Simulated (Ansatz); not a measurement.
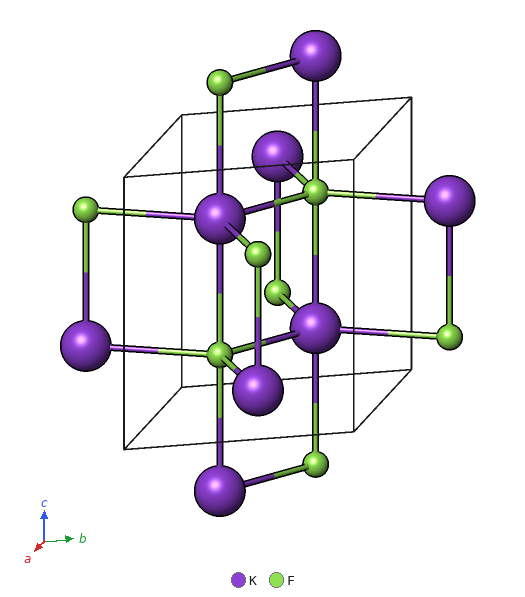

View slightly off an axis, drawn as a ball-and-stick model. The conventional unit cell is drawn as a box. The bonded neighbours beyond the faces are included.

KF, space group P6_3/mmc (No. 194), a = 4.459 Å, b = 4.459 Å, c = 5.272 Å, α = 90.00°, β = 90.00°, γ = 120.00°. The structure was taken from a structure type filled with these elements by a generator (whether the compound takes this form wasn't checked). The cell was then strained or its atoms displaced on purpose. An electronic-structure calculation with Ansatz was run on it.

This one geometry was computed with Ansatz (DFT, plane waves, PAW) at three levels of theory: r2SCAN, HSE06 and PBE. It was relaxed with r2SCAN and then strained.

How does the band gap change with the level of theory?

Answer. PBE: a gap of 5.43 eV, direct; r2SCAN: a gap of 6.00 eV, direct; HSE06: a gap of 7.32 eV, direct.

Collect the results in a table.

Answer.
| level | cutoff (eV) | k-mesh of the run's cell | gap (eV) | pressure (GPa) |
| --- | --- | --- | --- | --- |
| r2SCAN | 500 | 6×6×6 | 6.00 | 0.3 |
| HSE06 | 420 | 6×6×4 | 7.32 | 0.9 |
| PBE | 420 | 6×6×6 | 5.43 | 1.6 |

Gaps are taken on the k-mesh or band path of each run.
